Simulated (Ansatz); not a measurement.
Single-point calculation, with input and output: HgS

- system: HgS (slab, 8 atoms in the cell)
- method: DFT PBE, scalar-relativistic, plane waves, PAW, no spin polarisation (Ansatz 0.2.0)

The structure derives from an entry of the Crystallography Open Database. It belongs to a series of runs on one base structure; here: clean surface. Figures and captions count atoms from 1; the log counts them from 0 in places.

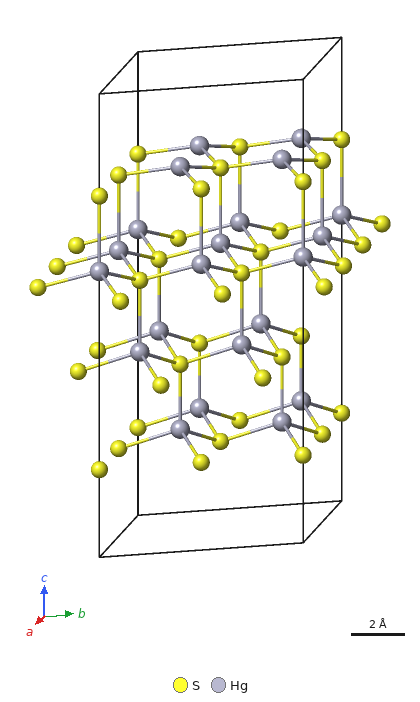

*The input geometry (ball-and-stick view of the 2 × 2 repeat of the cell, with the vacuum cut short, seen slightly off an axis; bonded neighbours outside the cell are drawn too).*

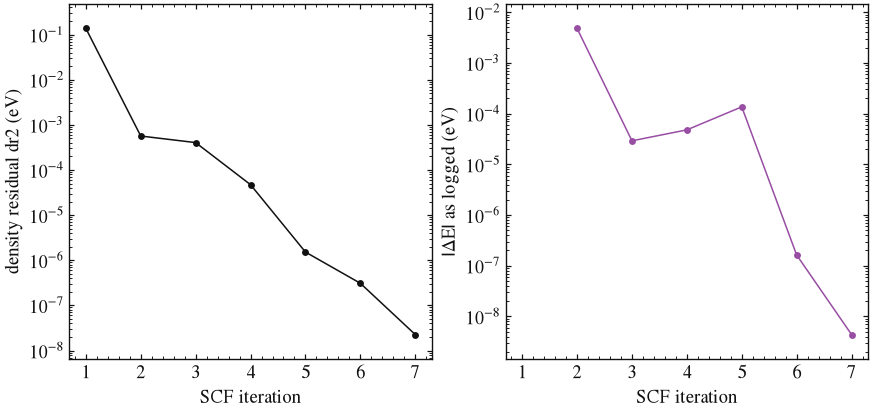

*Convergence of the self-consistent field: density residual dr2 and size of the energy change against the SCF iteration.*

The residual falls at every step.

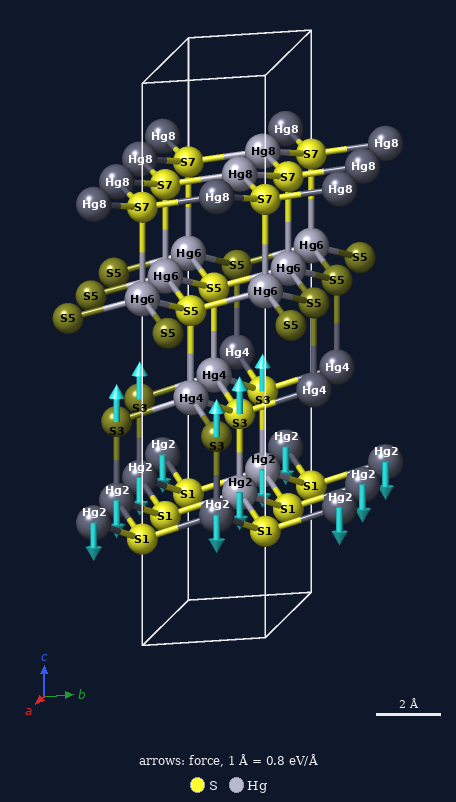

*Forces on the atoms as teal arrows (ball-and-stick view of the 2 × 1 repeat of the cell, with the vacuum cut short, seen slightly off an axis; neighbours outside the cell are drawn fainter; atoms are numbered from 1 in the order of the input); the smallest are left out.*

The largest act on Hg2 (0.98 eV/Å); S3 (0.96 eV/Å). The geometry is not a stationary point of this energy.

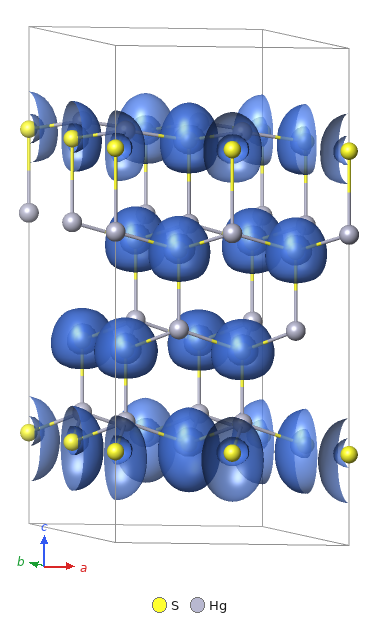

*Isosurface of the electron localisation function at 0.7 (blue), seen at an oblique angle. Core shells and regions of very low density are left out. Sticks mark near contacts.*

Counts are for one cell; the picture repeats the cell along the surface. Profiles from the grid: Hg–S (2.43 Å): the ELF peaks at about 0.85 in the valence shell of S, 0.8 Å from its nucleus, and drops to about 0.25 between the two atoms (no shared pair; the contact is polar). Hg–S (2.50 Å): the ELF peaks at about 0.85 in the valence shell of S, 0.8 Å from its nucleus, and drops to about 0.25 between the two atoms (no shared pair; the contact is polar). In a PAW calculation such maps are meaningful between the atoms, not at the nuclei.

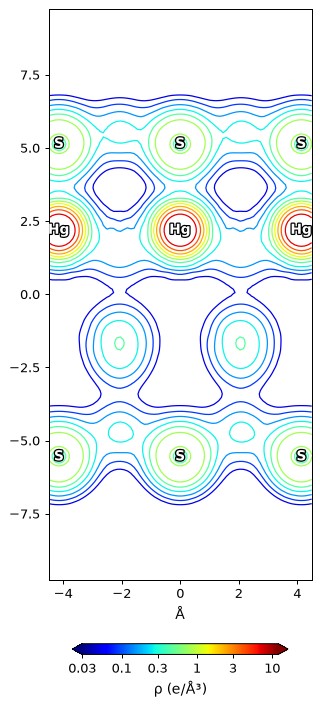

*Valence charge density (pseudo) on the (100) plane of the calculation cell, a cut from vacuum to vacuum.*

The plane passes through S and Hg nuclei. The density dies away to nearly zero in the vacuum.

The input that produced these results follows, with the program's output.

## The input
```yaml
crystal:
  lattice:
    - [4.14223152, 0.0, 0.0]
    - [-2.07111576, 3.58727773, 0.0]
    - [0.0, 0.0, 27.9918828265]
  atoms:
    - { symbol: S, position: [0.0, 0.0, 0.3036594592] }
    - { symbol: Hg, position: [0.3333333331, 0.6666666662, 0.3338656954] }
    - { symbol: S, position: [0.3333333331, 0.6666666662, 0.4244844042] }
    - { symbol: Hg, position: [0.6666666669, 0.3333333331, 0.4546906404] }
    - { symbol: S, position: [0.6666666669, 0.3333333331, 0.5547086033] }
    - { symbol: Hg, position: [0.0, 0.0, 0.5801674976] }
    - { symbol: S, position: [0.0, 0.0, 0.6853520735] }
    - { symbol: Hg, position: [0.3333333331, 0.6666666662, 0.7001997055] }
basis:
  ecutwfc: 420.0
  fft_grid_basis: typed
kpoints:
  mp_grid: { grid: [15, 15, 1] }
hamiltonian:
  xc: pbe
scf:
  occupations: { method: gaussian, width: 0.05 }
output:
  forces: true
  eigenvalues: true
  band_densities:
    - { e_range: [-2.05, -1.25] }
    - { e_range: [-1.25, -0.65] }
    - { e_range: [-0.65, -0.3] }
    - { e_range: [-0.3, 0.0] }
    - { e_range: [0.0, 0.35] }
    - { e_range: [0.35, 0.7] }
    - { e_range: [0.7, 1.3] }
    - { e_range: [1.3, 1.9] }
  band_residual_tolerance: 1.0e-05
  write_potential: true
  elf: true
  write_density: true
  volumetric_format: npy
efield:
  axis: 3
  dipole_correction: true
  ramp_width: 0.04
checkpoint:
  read: start.run
  write: ck
  compress: false
  write_wavefunctions: false
  write_every: 100000
```

Launch command:
```bash
ansatz run input.yaml --threads 1 --pin off --max-ram 2211MiB --backend cpu --events-out ev --progress --plain --runs-dir out
```

## Log
```
Engine: ansatz 0.2.0, x86_64-unknown-linux-gnu
Pseudopotentials: kind: paw
Pseudopotential: S, paw, valence charge 6, recommended cutoff 420 eV (normal), S.paw.azcp
Pseudopotential: Hg, paw, valence charge 20, recommended cutoff 420 eV (normal), Hg.paw.azcp
Functional definition: PBE
  parameter kappa = 0.804
  parameter beta = 0.06672455060314922
  exchange = pbe_x(kappa = kappa, mu = beta*pi^2/3)
  correlation = pbe_c(beta = beta)
Crystal: 8 atoms, lattice volume = 415.941 Å³
Basis set: ecut = 420 eV, 8013 PW (Γ), exchange–correlation on 60×60×384 points (8 copies of the dense FFT grid, shifted against one another)
Bands: 63, of which v1, the nominal top of the filled ones, is band 52 counted from 1 (51 counted from 0)
Symmetry: 6 space group operations
Space group: P3m1 (ITA 156), of the structure as read, at distance tolerance 7.5e-5 Å
k-points: 27 of 225 (time reversal used)
Non-local potential: S, projectors of the file, l = 0: 2, l = 1: 2, l = 2: 2
Non-local potential: Hg, projectors of the file, l = 0: 3, l = 1: 2, l = 2: 2, l = 3: 1
PAW form: soft (Blöchl's): semilocal exchange-correlation on the pseudo side does not see the compensation charge
PAW one-centre angular grid: S, 110 points (default); XC on 64 Gauss nodes
PAW one-centre angular grid: Hg, 590 points (default); XC on 64 Gauss nodes
Initial density: read from a saved state, or passed on in memory by an earlier SCF of this step, an earlier step, the calling program or the single point that the run made first
Stability of the state it starts from, as read at its close in the unpolarized treatment: not read negative (Ritz values of 1 − χ₀K, real part plus size of imaginary part, from 1.1 to 1.4, by its mixing steps under the symmetry group of the SCF that read it)
Initial wavefunctions: pseudopotential atomic-orbital guess
Functional: x = pbe(κ = 0.804, μ = 0.2195149727645171), c = pbe(β = 0.06672455060314922)
iter 1 solved again at ethr=1.36e-4 eV; its pass at ethr=3.10e-3 eV (dr2=1.41e-1 eV) is discarded
SCF iter   1: F=—  HF=-58862.071556 eV  |F-HF|=—  |Δ(HF+E_count)|=         —  Δρ=1.04e-3  dr2=1.37e-1  ethr=1.36e-4  p=0.300 e·Å  D=1.31e-1 V/Å  ΔV_dip=-3.66 eV  dr2_dipole=9.85e-2  V_vac-E_F(+/−)=2.95/6.61 eV  ⟨swp⟩=3.2  Hψ=10382  notcnv=0
efield: sawtooth ramp at fractional position 0.9800 (handed on by an earlier solve), width 0.0400; the density the first Hamiltonian is built on has a dipole p = 0.300 e·Å; the dipole correction subtracts the counter field D = 1.31e-1 V/Å, which shifts the + side's vacuum level by -3.66 eV against the − side's; the planar-averaged density in the ramp window peaks in size at 7.7e-6 e/Å³
preconditioner: auto → LDOS  [metal: Δε(μ)=0.061 eV  Ē_g=9.930 eV  σ=0.050 eV  W_gap=0.49  n_scr=84 (ndim 8)  ℏωp=15.4 eV  f_vac=0.499  D(μ)=1.88/eV (n_scr^D=8)  β→1.0]
SCF iter   2: F=—  HF=-58862.066758 eV  |F-HF|=—  |Δ(HF+E_count)|=   4.80e-3  Δρ=2.07e-4  dr2=5.65e-4  ethr=1.32e-4  p=0.287 e·Å  D=1.25e-1 V/Å  ΔV_dip=-3.49 eV  dr2_dipole=1.71e-4  V_vac-E_F(+/−)=3.04/6.53 eV  ⟨swp⟩=2.3  Hψ=1828  notcnv=0
SCF iter   3: F=—  HF=-58862.066787 eV  |F-HF|=—  |Δ(HF+E_count)|=   2.91e-5  Δρ=1.34e-4  dr2=4.04e-4  ethr=5.43e-7  p=0.287 e·Å  D=1.25e-1 V/Å  ΔV_dip=-3.49 eV  dr2_dipole=1.15e-4  V_vac-E_F(+/−)=3.04/6.53 eV  ⟨swp⟩=2.1  Hψ=2926  notcnv=0
SCF iter   4: F=—  HF=-58862.066740 eV  |F-HF|=—  |Δ(HF+E_count)|=   4.78e-5  Δρ=5.86e-5  dr2=4.72e-5  ethr=3.88e-7  p=0.286 e·Å  D=1.25e-1 V/Å  ΔV_dip=-3.49 eV  dr2_dipole=1.39e-7  V_vac-E_F(+/−)=3.04/6.53 eV  ⟨swp⟩=2.0  Hψ=2542  notcnv=0
SCF iter   5: F=—  HF=-58862.066875 eV  |F-HF|=—  |Δ(HF+E_count)|=   1.36e-4  Δρ=1.21e-5  dr2=1.52e-6  ethr=4.53e-8  p=0.286 e·Å  D=1.25e-1 V/Å  ΔV_dip=-3.49 eV  dr2_dipole=3.00e-8  V_vac-E_F(+/−)=3.05/6.53 eV  ⟨swp⟩=2.0  Hψ=2352  notcnv=0
SCF iter   6: F=—  HF=-58862.066876 eV  |F-HF|=—  |Δ(HF+E_count)|=   1.63e-7  Δρ=5.00e-6  dr2=3.09e-7  ethr=9.62e-11  p=0.286 e·Å  D=1.25e-1 V/Å  ΔV_dip=-3.49 eV  dr2_dipole=3.54e-9  V_vac-E_F(+/−)=3.05/6.53 eV  ⟨swp⟩=27.2  Hψ=16433  notcnv=0
SCF iter   7: F=-58862.066876 eV  HF=-58862.066876 eV  |F-HF|=7.20e-9  |Δ(HF+E_count)|=   4.40e-9  Δρ=1.83e-6  dr2=2.26e-8  ethr=9.62e-11  p=0.286 e·Å  D=1.25e-1 V/Å  ΔV_dip=-3.49 eV  dr2_dipole=6.38e-9  V_vac-E_F(+/−)=3.05/6.53 eV  ⟨swp⟩=18.4  Hψ=13134  notcnv=0
SCF 1 converged in 7 iterations: F = -58862.066876 eV  dr2 = 2.26e-8
  greatest PAW one-centre occupation: 1.000 electrons in one spin orbital (limit 2), on the Hg atom at site 7 (counted from 0), in its partial waves of l = 0
WARN: The input density's exchange-correlation potential varies sharply where the density is thin. Do not read a vacuum level from v_tot or v_xc, or from such a field of the output density. On a cell that repeats whose density bears no net charge and no dipole along the vacuum's axis use v_es (v_loc + v_h of the components); under efield.dipole_correction with no amplitude use v_es + v_field, which holds any external_charges[].barrier, or the levels of the report's work_function block, which leave it out; under a non-zero efield.amplitude the vacuum is tilted and has no level; on a cell that repeats and bears such a dipole with no correction it is tilted too, and efield.dipole_correction with no amplitude gives each side of its ramp a level where efield: is served; in a cell that repeats whose density bears a net charge (total_charge, or a fill off its count) it is curved and has none; of a slab under crystal.periodic whose density bears no net charge use v_es, which has a level on each side, short of where the two are joined; of another it falls or rises all the way out and has none; of a slab beside external_charges read slab_vacuum_level instead, which it has where they leave it neutral. The grid or the basis barely resolves most such structure, and the values can differ between equally converged runs; as a rule a tighter scf.convergence.dr2_threshold does not remove it. Where the density itself ripples (under the LDA too) a higher basis.ecutwfc lessens it. The files hold the spikes' plane waves up to the density's cutoff. Files: v_tot and the like, and their columns of v_z.tsv (output.write_potential); v_xc and the like, and their columns of v_comp_z.tsv (output.write_potential_components); where files of the output density stand in their place, no point of their own thin density is over the threshold below, and this is of outcome.potential() and, of a run that writes arrays (npy), the arrays of these names. Measured: with its Gaussian average of σ = 0.25 Å subtracted twice, the exchange-correlation potential is over 0.1 eV at 1 of the grid points where the equally averaged density (valence and model cores) is under 1e-3 e/Å³, and 0.137 eV at the most among them, at an averaged density of 9.9e-8 e/Å³. See output.write_potential in the manual, Limitations
SCF converged after 7 iterations
Free energy (F): -58862.066876 eV
Harris-Foulkes:  -58862.066876 eV  (|F-HF|=7.20e-9)
Internal energy: -58862.064697 eV  (E = F + TS)
E sigma→0 (E₀):  -58862.065786 eV
Entropy (-TS):   -0.002179 eV (-0.272 meV/atom)
Fermi energy:    1.820353 eV
Dipole field:    D = 0.124445 V/Å  (p = 0.286054 e·Å, saw-weighted, corrected)
Work function:   Φ+ = 3.0480 eV   Φ− = 6.5314 eV
Levels:          The Fermi level and band energies are counted from a zero that moves with the ramp; work functions are not
--- Per-component energies (eV) ---
  E_band       = -2719.737087
  E_kinetic    = 2836.931569
  E_local      = -96033.733988  (includes V_loc(G=0)·N_el)
  E_nonlocal   = 405.819835
  E_hartree    = 46625.138077
  E_xc         = -1266.921015
  E_vxc        = -1394.590066  (∫ρ·V_xc dr)
  E_paw        = -42177.153927  (= ΣΔE_a)
  E_vpaw       = -1780.347776  (= ΣTr[D̂ρ^β])
  E_aug_tail   = 0.003764  (compensation charges beyond the density's cutoff)
  E_efield     = 0.017799  (sawtooth field / dipole correction)
  E_vefield    = -4.101702  (∫n·V_field dr)
  E_ewald      = 30747.833189
  E_smearing   = -0.002179  (= −TS)
  E_closure    = -0.000000  (closes the sum)
  Σ components = -58862.066876   (vs F -58862.066876, Δ=0.00e0)
--- Forces (eV/Å), atoms counted from 1 ---
  atom   1  S      0.00000000    -0.00000000     0.15247415
  atom   2  Hg    -0.00000000     0.00000000    -0.98099402
  atom   3  S      0.00000000    -0.00000000     0.96346125
  atom   4  Hg    -0.00000000     0.00000000    -0.13026981
  atom   5  S      0.00000000    -0.00000000    -0.02699238
  atom   6  Hg     0.00000000     0.00000000     0.04022759
  atom   7  S      0.00000000    -0.00000000    -0.03964788
  atom   8  Hg     0.00000000     0.00000000     0.02168766
  max |Σ_I F_I| component: 5.34e-5 eV/Å
--- Band table (eV; the first three rows and the last of 27) ---
  k-point 0: bands = ["-114.1882", "-113.5518", "-112.8272", "-112.0883", "-62.6572", "-62.6553", "-62.6553", "-62.0278", "-62.0278", "-62.0149", "-61.2995", "-61.2991", "-61.2991", "-60.5562", "-60.5509", "-60.5509", "-13.0218", "-12.2289", "-11.5461", "-10.1726", "-7.2834", "-7.2834", "-6.4240", "-6.4240", "-6.1146", "-6.0548", "-6.0548", "-5.6962", "-5.5780", "-5.5780", "-5.4553", "-5.4553", "-5.2295", "-4.7776", "-4.7776", "-4.6960", "-4.6960", "-4.3561", "-4.0000", "-4.0000", "-3.4023", "-2.3647", "-1.2245", "-0.0060", "-0.0060", "0.0948", "0.3837", "0.3837", "0.8373", "0.9431", "0.9431", "1.7054", "2.1104", "2.1104", "2.4751", "3.5753", "3.9220", "5.4574", "5.8639", "6.5742", "6.5961", "6.5961", "7.0373"]
  k-point 1: bands = ["-114.1882", "-113.5518", "-112.8272", "-112.0883", "-62.6572", "-62.6553", "-62.6553", "-62.0278", "-62.0278", "-62.0149", "-61.2995", "-61.2991", "-61.2991", "-60.5562", "-60.5510", "-60.5509", "-13.0014", "-12.2116", "-11.5307", "-10.1566", "-7.2797", "-7.2622", "-6.4201", "-6.4073", "-6.1472", "-6.0563", "-6.0279", "-5.6996", "-5.5737", "-5.5645", "-5.4553", "-5.4498", "-5.2217", "-4.7779", "-4.7733", "-4.6941", "-4.6865", "-4.3498", "-4.0063", "-3.9994", "-3.3685", "-2.3497", "-1.2728", "-0.4831", "-0.1137", "-0.0966", "0.3163", "0.3308", "0.8848", "0.8879", "1.1538", "1.8333", "1.8994", "2.0557", "2.6814", "3.8167", "3.9618", "5.4801", "5.8505", "6.4219", "6.6028", "6.7242", "6.9190"]
  k-point 2: bands = ["-114.1882", "-113.5518", "-112.8272", "-112.0883", "-62.6572", "-62.6554", "-62.6553", "-62.0279", "-62.0278", "-62.0149", "-61.2995", "-61.2992", "-61.2991", "-60.5562", "-60.5510", "-60.5510", "-12.9431", "-12.1623", "-11.4869", "-10.1110", "-7.2639", "-7.2007", "-6.4039", "-6.3597", "-6.2035", "-6.0602", "-5.9870", "-5.7086", "-5.5578", "-5.5273", "-5.4532", "-5.4330", "-5.1995", "-4.7776", "-4.7646", "-4.6843", "-4.6555", "-4.3330", "-4.0203", "-3.9967", "-3.2835", "-2.3297", "-1.5676", "-0.9741", "-0.6212", "-0.3428", "-0.0959", "0.1312", "0.7346", "0.8739", "1.4195", "1.5731", "1.9042", "2.2795", "3.0603", "4.0634", "4.2800", "5.4883", "5.8024", "6.1904", "6.5489", "6.7728", "7.0790"]
  k-point 26: bands = ["-114.1882", "-113.5518", "-112.8272", "-112.0883", "-62.6571", "-62.6559", "-62.6558", "-62.0284", "-62.0282", "-62.0148", "-61.2996", "-61.2995", "-61.2995", "-60.5561", "-60.5514", "-60.5513", "-12.4576", "-11.7608", "-11.1335", "-9.7450", "-6.6858", "-6.6226", "-6.3741", "-6.2125", "-6.0202", "-5.7546", "-5.6850", "-5.5803", "-5.4138", "-5.3023", "-5.1106", "-5.0301", "-4.8310", "-4.8288", "-4.7476", "-4.6038", "-4.5359", "-4.3629", "-4.1021", "-4.0379", "-3.9241", "-3.5993", "-3.4056", "-3.1221", "-2.8315", "-2.1435", "-1.3779", "-1.0302", "-0.9198", "-0.1564", "0.0030", "1.1953", "3.0726", "3.5984", "4.1366", "5.0684", "5.5884", "6.1613", "6.5038", "7.2048", "7.2859", "7.3716", "7.7162"]
--- Band densities, each state counted as filled ---
  window                                       electrons  max residual (eV)  cut levels
  e_range: [-2.05, -1.25]                       3.760000             3.5e-9           0
  e_range: [-1.25, -0.65]                       1.360000             2.0e-9           0
  e_range: [-0.65, -0.3]                        2.097778             2.7e-9           0
  e_range: [-0.3, 0]                            0.275556             2.4e-9           0
  e_range: [0, 0.35]                            0.657778             2.6e-6           0
  e_range: [0.35, 0.7]                          0.755556             2.9e-6           0
  e_range: [0.7, 1.3]                           1.671111             3.3e-6           0
  e_range: [1.3, 1.9]                           1.520000             2.7e-6           0
```

## Results in brief

| quantity | value |
| --- | --- |
| outcome | converged |
| electrons treated | 104 |
| free energy | −58862.0669 eV |
| work function, top face | 3.05 eV |
| work function, bottom face | 6.53 eV |
| Fermi energy | 1.820 eV |
| gap on the k-point mesh | none (metallic) |
| work function (upper face) | 3.05 eV |
| largest force (length of the vector) | 0.981 eV/Å |
| hardware | 1 thread of Intel Xeon (Sapphire Rapids), 64 GiB of memory available, shared host |
| wall time | 68 s |
| peak memory | 0.9 GiB |

Notes on the run: the exchange-correlation potential is rough where the density is thin. Spin–orbit coupling is left out, which matters for Hg.
